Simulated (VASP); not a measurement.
**Mo: band-structure run**

System: Mo (Im-3m, 1 atom in the cell).
Method: Kohn-Sham DFT of a periodic cell, RPBE, VASP PAW PBE potentials, recommended, no spin polarisation (VASP 6.6.1).

The structure derives from an entry of the Crystallography Open Database.

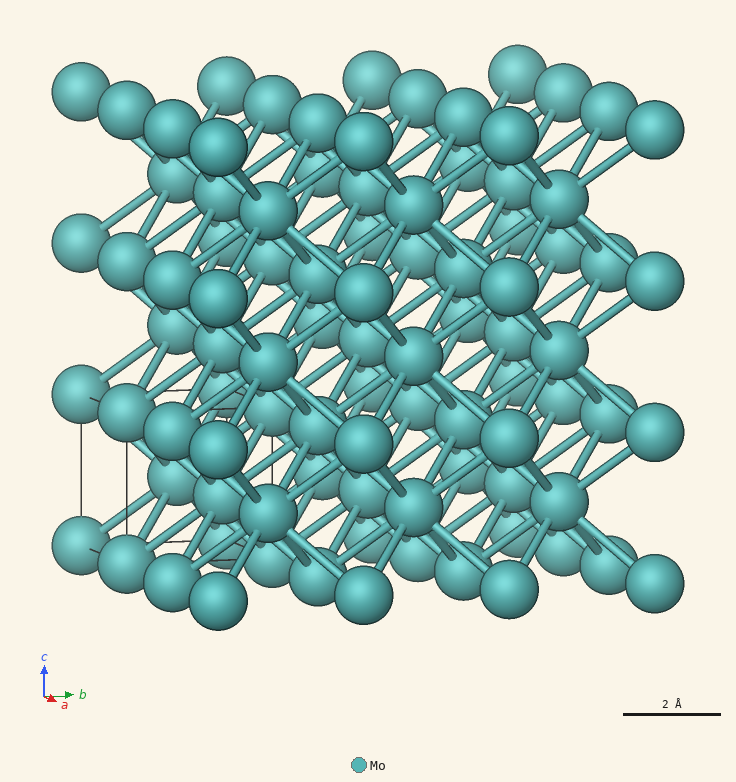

*The structure as given in the input (ball-and-stick view of the cell 2 times as large as that of the calculation, set on its symmetry axes, repeated 3 × 3 × 3, seen slightly off an axis).*

Near neighbours in the crystal (not all of them lie inside the picture): Mo has 8 Mo at 2.75 Å.

Results in brief:

- outcome: converged
- space group (tolerance 0.01 Å): Im-3m (229)
- electrons treated: 14
- free energy: −10.3658 eV
- Fermi energy of the self-consistent step: 12.278 eV
- gap on the k-point mesh: none (metallic)
- gap on the band path: 0.00 eV
- pressure: 0.10 GPa
- largest force (length of the vector): under 0.001 eV/Å
- hardware: 1 thread of Intel Xeon (Granite Rapids), 64 GiB of memory available, shared host
- wall time: 9.3 s
- peak memory: 0.16 GiB

INCAR:
```
SYSTEM = Mo
PREC = Accurate ; ENCUT = 520
EDIFF = 1E-6 ; ISMEAR = 1
SIGMA = 0.1 ; LREAL = .FALSE.
LASPH = .TRUE. ; NELM = 80
ALGO = Normal ; ISIF = 2
LWAVE = .FALSE. ; LCHARG = .FALSE.
LMAXMIX = 4 ; GGA = RP
NBANDS = 13 ; ICORELEVEL = 1
```

KPOINTS:
```
Automatic mesh
0
G
  16 16 16
  0 0 0
```

KPOINTS_OPT:
```
explicit points
64
Reciprocal
 0.0000000000  0.0000000000  0.0000000000 1
 0.0555555556 -0.0555555556  0.0555555556 1
 0.1111111111 -0.1111111111  0.1111111111 1
 0.1666666667 -0.1666666667  0.1666666667 1
 0.2222222222 -0.2222222222  0.2222222222 1
 0.2777777778 -0.2777777778  0.2777777778 1
 0.3333333333 -0.3333333333  0.3333333333 1
 0.3888888889 -0.3888888889  0.3888888889 1
 0.4444444444 -0.4444444444  0.4444444444 1
 0.5000000000 -0.5000000000  0.5000000000 1
 0.5000000000 -0.5000000000  0.5000000000 1
 0.4444444444 -0.4444444444  0.5000000000 1
 0.3888888889 -0.3888888889  0.5000000000 1
 0.3333333333 -0.3333333333  0.5000000000 1
 0.2777777778 -0.2777777778  0.5000000000 1
 0.2222222222 -0.2222222222  0.5000000000 1
 0.1666666667 -0.1666666667  0.5000000000 1
 0.1111111111 -0.1111111111  0.5000000000 1
 0.0555555556 -0.0555555556  0.5000000000 1
 0.0000000000  0.0000000000  0.5000000000 1
 0.0000000000  0.0000000000  0.5000000000 1
 0.0000000000  0.0000000000  0.4444444444 1
 0.0000000000  0.0000000000  0.3888888889 1
 0.0000000000  0.0000000000  0.3333333333 1
 0.0000000000  0.0000000000  0.2777777778 1
 0.0000000000  0.0000000000  0.2222222222 1
 0.0000000000  0.0000000000  0.1666666667 1
 0.0000000000  0.0000000000  0.1111111111 1
 0.0000000000  0.0000000000  0.0555555556 1
 0.0000000000  0.0000000000  0.0000000000 1
 0.0000000000  0.0000000000  0.0000000000 1
 0.0277777778  0.0277777778  0.0277777778 1
 0.0555555556  0.0555555556  0.0555555556 1
 0.0833333333  0.0833333333  0.0833333333 1
 0.1111111111  0.1111111111  0.1111111111 1
 0.1388888889  0.1388888889  0.1388888889 1
 0.1666666667  0.1666666667  0.1666666667 1
 0.1944444444  0.1944444444  0.1944444444 1
 0.2222222222  0.2222222222  0.2222222222 1
 0.2500000000  0.2500000000  0.2500000000 1
 0.2500000000  0.2500000000  0.2500000000 1
 0.2777777778  0.1666666667  0.2777777778 1
 0.3055555556  0.0833333333  0.3055555556 1
 0.3333333333  0.0000000000  0.3333333333 1
 0.3611111111 -0.0833333333  0.3611111111 1
 0.3888888889 -0.1666666667  0.3888888889 1
 0.4166666667 -0.2500000000  0.4166666667 1
 0.4444444444 -0.3333333333  0.4444444444 1
 0.4722222222 -0.4166666667  0.4722222222 1
 0.5000000000 -0.5000000000  0.5000000000 1
 0.2500000000  0.2500000000  0.2500000000 1
 0.2222222222  0.2222222222  0.2777777778 1
 0.1944444444  0.1944444444  0.3055555556 1
 0.1666666667  0.1666666667  0.3333333333 1
 0.1388888889  0.1388888889  0.3611111111 1
 0.1111111111  0.1111111111  0.3888888889 1
 0.0833333333  0.0833333333  0.4166666667 1
 0.0555555556  0.0555555556  0.4444444444 1
 0.0277777778  0.0277777778  0.4722222222 1
 0.0000000000  0.0000000000  0.5000000000 1
 0.0000000000  0.0000000000  0.0000000000 1
 0.5000000000 -0.5000000000  0.5000000000 1
 0.2500000000  0.2500000000  0.2500000000 1
 0.0000000000  0.0000000000  0.5000000000 1
```

POSCAR:
```
Mo                                      
1.0
   -1.5878358521      1.5878358521      1.5878358521
    1.5878358521     -1.5878358521      1.5878358521
    1.5878358521      1.5878358521     -1.5878358521
  Mo            
     1
Direct
     0.0000000000000000    0.0000000000000000    0.0000000000000000
```

Launched with:
```bash
cat potpaw_PBE.64/Mo_sv/POTCAR > POTCAR
mpirun -np 1 vasp_std > vasp.out
```

OSZICAR:
```
N       E                     dE             d eps       ncg     rms          rms(c)
DAV:   1     0.914762452358E+02    0.91476E+02   -0.80324E+03  3799   0.110E+03
DAV:   2    -0.983156222646E+01   -0.10131E+03   -0.97574E+02  4340   0.309E+02
DAV:   3    -0.109977542881E+02   -0.11662E+01   -0.11630E+01  4210   0.329E+01
DAV:   4    -0.110003857229E+02   -0.26314E-02   -0.26314E-02  4145   0.192E+00
DAV:   5    -0.110004029232E+02   -0.17200E-04   -0.17200E-04  4390   0.138E-01    0.135E+01
DAV:   6    -0.104381657323E+02    0.56224E+00   -0.72535E-01  3875   0.105E+01    0.357E+00
DAV:   7    -0.103678177431E+02    0.70348E-01   -0.14141E-01  4170   0.441E+00    0.978E-01
DAV:   8    -0.103656840254E+02    0.21337E-02   -0.45286E-03  3900   0.861E-01    0.173E-01
DAV:   9    -0.103658002931E+02   -0.11627E-03   -0.15335E-04  4380   0.160E-01    0.706E-02
DAV:  10    -0.103658121923E+02   -0.11899E-04   -0.22073E-05  3915   0.567E-02    0.308E-03
DAV:  11    -0.103658125210E+02   -0.32865E-06   -0.15481E-07  2440   0.469E-03
   1 F= -.10365813E+02 E0= -.10366018E+02  d E =0.615305E-03
       N       E                     dE             ncg
DAV:   1    -0.244550834198E+04   -0.39422E+05     1672
DAV:   2    -0.907564497477E+04   -0.66301E+04     2009
DAV:   3    -0.914661843739E+04   -0.70973E+02     1759
DAV:   4    -0.914679565753E+04   -0.17722E+00     1859
DAV:   5    -0.914679707165E+04   -0.14141E-02     1764
DAV:   6    -0.914679709242E+04   -0.20770E-04     1899
DAV:   7    -0.914679709277E+04   -0.35456E-06     1147
```

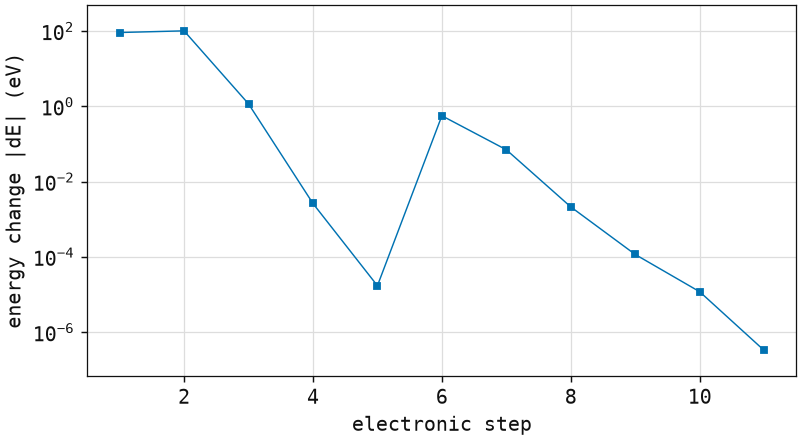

*Convergence of the self-consistent field: energy change |dE| against the electronic step.*

It takes 11 electronic steps. The density is held fixed in the first few steps, and dE rises again when its update begins.

Parts of OUTCAR:
```
SYSTEM = Mo
   PREC = Accurate
   ENCUT = 520
   EDIFF = 1E-6
   ISMEAR = 1
   LREAL = .FALSE.
   LASPH = .TRUE.
   NELM = 80
   ISIF = 2
   GGA = RP

 ion  position               nearest neighbor table
   1  0.000  0.000  0.000-

  LATTYP: Found a body centered cubic cell.
 ALAT       =     3.1756717042

  Lattice vectors:

 A1 = (  -1.5878358521,   1.5878358521,   1.5878358521)
 A2 = (   1.5878358521,  -1.5878358521,   1.5878358521)
 A3 = (   1.5878358521,   1.5878358521,  -1.5878358521)

Analysis of symmetry for initial positions (statically):
=====================================================================
 Subroutine PRICEL returns:
 Original cell was already a primitive cell.

 Routine SETGRP: Setting up the symmetry group for a
 body centered cubic supercell.

 Subroutine GETGRP returns: Found 48 space group operations
 (whereof 48 operations were pure point group operations)
 out of a pool of 48 trial point group operations.

The static configuration has the point symmetry O_h .

Analysis of symmetry for dynamics (positions and initial velocities):
=====================================================================
 Subroutine PRICEL returns:
 Original cell was already a primitive cell.

 Routine SETGRP: Setting up the symmetry group for a
 body centered cubic supercell.

 Subroutine GETGRP returns: Found 48 space group operations
 (whereof 48 operations were pure point group operations)
 out of a pool of 48 trial point group operations.

The dynamic configuration has the point symmetry O_h .

 Subroutine INISYM returns: Found 48 space group operations
 (whereof 48 operations are pure point group operations),
 and found     1 'primitive' translations

----------------------------------------------------------------------------------------

                                     Primitive cell

  volume of cell :      16.0132

  direct lattice vectors                    reciprocal lattice vectors
    -1.587835852  1.587835852  1.587835852     0.000000000  0.314894011  0.314894011
     1.587835852 -1.587835852  1.587835852     0.314894011  0.000000000  0.314894011
     1.587835852  1.587835852 -1.587835852     0.314894011  0.314894011  0.000000000

  length of vectors
     2.750212370  2.750212370  2.750212370     0.445327381  0.445327381  0.445327381

  position of ions in fractional coordinates (direct lattice)
     0.000000000  0.000000000  0.000000000

  ion indices of the primitive-cell ions
   primitive index   ion index
                 1           1

----------------------------------------------------------------------------------------

 KPOINTS: Automatic mesh

Automatic generation of k-mesh.
 Grid dimensions read from file:
 generate k-points for:   16   16   16

 Generating k-lattice:

  Cartesian coordinates                     Fractional coordinates (reciprocal lattice)
     0.000000000  0.019680876  0.019680876     0.062500000  0.000000000  0.000000000
     0.019680876  0.000000000  0.019680876     0.000000000  0.062500000  0.000000000
     0.019680876  0.019680876  0.000000000     0.000000000  0.000000000  0.062500000

  Length of vectors
     0.027832961  0.027832961  0.027832961

  Shift w.r.t. Gamma in fractional coordinates (k-lattice)
     0.000000000  0.000000000  0.000000000

 Subroutine IBZKPT returns following result:
 ===========================================

 Found    145 irreducible k-points:

 Following reciprocal coordinates:
            Coordinates               Weight
  0.000000  0.000000  0.000000      1.000000
  0.062500  0.000000  0.000000     12.000000
  0.125000  0.000000  0.000000     12.000000
  0.187500  0.000000  0.000000     12.000000
  0.250000  0.000000  0.000000     12.000000
  0.312500  0.000000  0.000000     12.000000
  0.375000  0.000000  0.000000     12.000000
  0.437500  0.000000  0.000000     12.000000
  0.500000  0.000000  0.000000      6.000000
  0.062500  0.062500  0.000000     24.000000
  0.125000  0.062500  0.000000     48.000000
  0.187500  0.062500 -0.000000     48.000000
  0.250000  0.062500 -0.000000     48.000000
  0.312500  0.062500  0.000000     48.000000
  0.375000  0.062500 -0.000000     48.000000
  0.437500  0.062500  0.000000     48.000000
  0.125000  0.125000  0.000000     24.000000
  0.187500  0.125000 -0.000000     48.000000
  0.250000  0.125000  0.000000     48.000000
  0.312500  0.125000  0.000000     48.000000
  0.375000  0.125000 -0.000000     48.000000
  0.437500  0.125000 -0.000000     24.000000
  0.187500  0.187500  0.000000     24.000000
  0.250000  0.187500 -0.000000     48.000000
 [... further k-points ...]
   k-points           NKPTS =    145   k-points in BZ     NKDIM =    145   number of bands    NBANDS=     13
   number of dos      NEDOS =    301   number of ions     NIONS =      1
   total plane-waves  NPLWV =   8000
   dimension x,y,z NGX =    20 NGY =   20 NGZ =   20
   dimension x,y,z NGXF=    40 NGYF=   40 NGZF=   40
   ions per type =               1
   NGX,Y,Z   is equivalent  to a cutoff of  12.09, 12.09, 12.09 a.u.
   NGXF,Y,Z  is equivalent  to a cutoff of  24.18, 24.18, 24.18 a.u.
 SYSTEM =  Mo
   PREC   = accura    normal or accurate (medium, high low for compatibility)
   ISTART =      0    job   : 0-new  1-cont  2-samecut
   ICHARG =      2    charge: 1-file 2-atom 10-const
   ISPIN  =      1    spin polarized calculation?
   LNONCOLLINEAR =      F non collinear calculations
   LSORBIT =      F    spin-orbit coupling
   LASPH  =      T    aspherical Exc in radial PAW
   ENCUT  =  520.0 eV  38.22 Ry    6.18 a.u.   5.11  5.11  5.11*2*pi/ulx,y,z
   NELM   =     80;   NELMIN=  2; NELMDL= -5     # of ELM steps
   EDIFF  = 0.1E-05   stopping-criterion for ELM
   LREAL  =      F    real-space projection
   EDIFFG = 0.1E-04   stopping-criterion for IOM
   NSW    =      0    number of steps for IOM
   IBRION =     -1    ionic relax: 0-MD 1-quasi-New 2-CG
   NFREE  =      0    steps in history (QN), initial steepest desc. (CG)
   ISIF   =      2    stress and relaxation
   ISYM   =      2    0-nonsym 1-usesym 2-fastsym
   POTIM  = 0.5000    time-step for ionic-motion
   TEBEG  =    0.0;   TEEND  =   0.0 temperature during run
   PSTRESS=    0.0 pullay stress
   NELECT =      14.0000    total number of electrons
   NUPDOWN=      -1.0000    fix difference up-down
   EMIN   =  10.00;   EMAX   =-10.00  energy-range for DOS
   EFERMI =   0.00;   METHOD = LEGACY
   ISMEAR =     1;   SIGMA  =   0.10  broadening in eV -4-tet -1-fermi 0-gaus
   EFERMI_NEDOS =   21; number of points for ismear=-14 and -15
   IALGO  =     38    algorithm
   IMIX   =      4    mixing-type and parameters
     AMIX     =   0.40;   BMIX     =  1.00
     AMIX_MAG =   1.60;   BMIX_MAG =  1.00
  volume/ion in A,a.u.               =      16.01       108.06
  Fermi-wavevector in a.u.,A,eV,Ry     =   1.565400  2.958176 33.340752  2.450476
  Thomas-Fermi vector in A             =   2.667881
   LORBIT       =      0    0 simple, 1 ext, 2 COOP (PROOUT), +10 PAW based schemes
   GGA     = RP    functional components
   LHFCALC =     F    Hartree Fock is set to
   AEXX    =    0.0000 exact exchange contribution
   IVDW    =     0    specifies the selected vdW correction
   LEPSILON=     F    determine dielectric tensor
   LRPA    =     F    only Hartree local field effects (RPA)
 non-spin polarized calculation
 Methfessel and Paxton  Order N= 1 SIGMA  =   0.10
  energy-cutoff  :      520.00
  volume of cell :       16.01
 maximum number of plane-waves:       456
   NGX = 11   NGY = 11   NGZ = 11

 number of electron      14.0000006 magnetization

 Free energy of the ion-electron system (eV)
  ---------------------------------------------------
  ext. energy  EPLUGINS =         0.00000000
  ---------------------------------------------------
  free energy    TOTEN  =       -10.36581252 eV

  energy without entropy =      -10.36642783  energy(sigma->0) =      -10.36601762

 the core state eigenenergies are
   1-  1s -19803.7897  2s  -2783.9711  2p  -2486.9725  3s   -461.1935  3p   -363.9009
       3d   -205.7221

 E-fermi :  12.2783     XC(G=0): -13.1866     alpha+bet :-19.5117

 val. band max:       12.2702637615   @ k =  -0.1875   0.1875   0.0625
 cond. band min:      12.3140248478   @ k =   0.4375   0.1250  -0.0000
 fundamental gap:      0.0437610863
 Fermi energy:        12.2782610284

 k-point     1 :       0.0000    0.0000    0.0000
  band No.  band energies     occupation
      1     -49.0052      2.00000
      2     -22.3260      2.00000
      3     -22.3260      2.00000
      4     -22.3260      2.00000
      5       5.1438      2.00000
      6      10.9674      2.00000
      7      10.9674      2.00000
      8      10.9674      2.00000
      9      13.9110     -0.00000
     10      13.9110     -0.00000
     11      27.0670      0.00000
     12      27.0670      0.00000
     13      27.0670      0.00000

 k-point     2 :       0.0625    0.0000    0.0000
  band No.  band energies     occupation
      1     -48.9962      2.00000
      2     -22.3786      2.00000
      3     -22.3423      2.00000
      4     -22.3264      2.00000
      5       5.3122      2.00000
      6      10.8734      2.00000
      7      10.9520      2.00000
      8      11.1242      2.00000
      9      13.7737     -0.00000
     10      13.9136     -0.00000
     11      27.1904      0.00000
     12      27.3499      0.00000
     13      27.3863      0.00000

 k-point     3 :       0.1250    0.0000    0.0000
  band No.  band energies     occupation
      1     -48.9707      2.00000
      2     -22.5268      2.00000
      3     -22.3885      2.00000
      4     -22.3274      2.00000
      5       5.7867      2.00000
      6      10.6170      2.00000
      7      10.8804      2.00000
      8      11.5864      2.00000
      9      13.4949     -0.00000
     10      13.9292     -0.00000
     11      27.4570      0.00000
     12      28.1252      0.00000
     13      28.1691      0.00000

 k-point     4 :       0.1875    0.0000    0.0000
  band No.  band energies     occupation
      1     -48.9322      2.00000
      2     -22.7443      2.00000
      3     -22.4570      2.00000
      4     -22.3289      2.00000
      5       6.4596      2.00000
      6      10.2603      2.00000
      7      10.7470      2.00000
      8      12.3283      0.25970
      9      13.3308     -0.00000
     10      13.9749     -0.00000
     11      27.5165      0.00000
     12      28.6388      0.00000
     13      29.4484      0.00000

 k-point     5 :       0.2500    0.0000    0.0000
  band No.  band energies     occupation
      1     -48.8865      2.00000
      2     -22.9947      2.00000
      3     -22.5368      2.00000
      4     -22.3308      2.00000
      5       7.0914      2.00000
      6       9.8741      2.00000
      7      10.7581      2.00000
      8      13.3026     -0.00000
      9      13.3947     -0.00000
     10      14.0655     -0.00000
     11      26.9806      0.00000
     12      28.1799      0.00000
     13      31.0885      0.00000

 [... the levels of 13 k-points are left out ...]

 k-point    19 :       0.2500    0.1250    0.0000

------------------------ aborting loop because EDIFF is reached ----------------------------------------

  FORCE on cell =-STRESS in cart. coord.  units (eV):
  Direction    XX          YY          ZZ          XY          YZ          ZX
  --------------------------------------------------------------------------------------
  -------------------------------------------------------------------------------------
  Total        0.0104315      0.0104315      0.0104315      0.0000000      0.0000000     -0.0000000
  in kB        1.0437110      1.0437110      1.0437110      0.0000000      0.0000000     -0.0000000
  external PRESSURE =       1.0437110 kB  Pullay stress =       0.0000000 kB

 VOLUME and BASIS-vectors are now :
 -----------------------------------------------------------------------------
  energy-cutoff  :      520.00
  volume of cell :       16.01
      direct lattice vectors                 reciprocal lattice vectors
    -1.587835852  1.587835852  1.587835852     0.000000000  0.314894011  0.314894011
     1.587835852 -1.587835852  1.587835852     0.314894011  0.000000000  0.314894011
     1.587835852  1.587835852 -1.587835852     0.314894011  0.314894011  0.000000000

 POSITION                                       TOTAL-FORCE (eV/Angst)
 -----------------------------------------------------------------------------------
      0.00000      0.00000      0.00000         0.000000     -0.000000     -0.000000
 -----------------------------------------------------------------------------------
    total drift:                                0.000000     -0.000000      0.000000

  FREE ENERGIE OF THE ION-ELECTRON SYSTEM (eV)
  ---------------------------------------------------
  free  energy   TOTEN  =       -10.3658125210 eV

  energy  without entropy=      -10.3664278256  energy(sigma->0) =      -10.36601762
```

CONTCAR:
```
Mo
   1.00000000000000
    -1.5878358521000000    1.5878358521000000    1.5878358521000000
     1.5878358521000000   -1.5878358521000000    1.5878358521000000
     1.5878358521000000    1.5878358521000000   -1.5878358521000000
  Mo
     1
Direct
     0.0000000000000000    0.0000000000000000    0.0000000000000000

  0.00000000E+00  0.00000000E+00  0.00000000E+00
```
